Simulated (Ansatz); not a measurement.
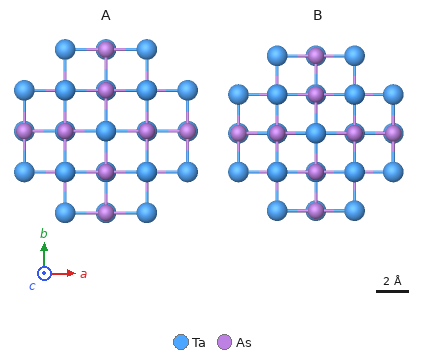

Two geometries of a crystal of TaAs (a generated structure, set up in Fm-3m) (coarse preliminary run), drawn at one scale. One is the start of a relaxation, the other its converged end. The picture is a ball-and-stick view of the conventional cell (4 times the calculation's cell), seen along the c axis. Lengths and directions refer to the drawn axes.

Theory: Ansatz, DFT r2SCAN, scalar-relativistic, plane waves, PAW. (plane-wave cutoff 500 eV; k-point mesh 8 × 8 × 8; occupations gaussian; smearing width 0.1 eV; no spin polarisation; cell and atoms relaxed; force threshold 0.05 eV/Å; at most 60 steps)

Question: Which of the two is the end point?

Answer: Structure A is the relaxed one. Case: N → As on all its sites, cell and atoms relaxed. The energy falls by 0.543 eV per cell of the calculation in 3 accepted moves (4 points after the start). All forces vanish by symmetry, so only the cell relaxes. Pressure: 37.61 GPa at the start and 0.04 GPa at the end. The SCF was repeated once at an unchanged geometry on a basis and grid sized afresh for the cell, which shifted the energy by 1.9 meV per cell of the calculation at most. No atom moves by more than 0.005 Å relative to the cell. The volume changes by +17.3 %, with a = b = c 4.968 → 5.240 Å (+5.5 %). Among the contacts that change: As–Ta 2.484 → 2.620 Å. The space group stays Fm-3m (No. 225).
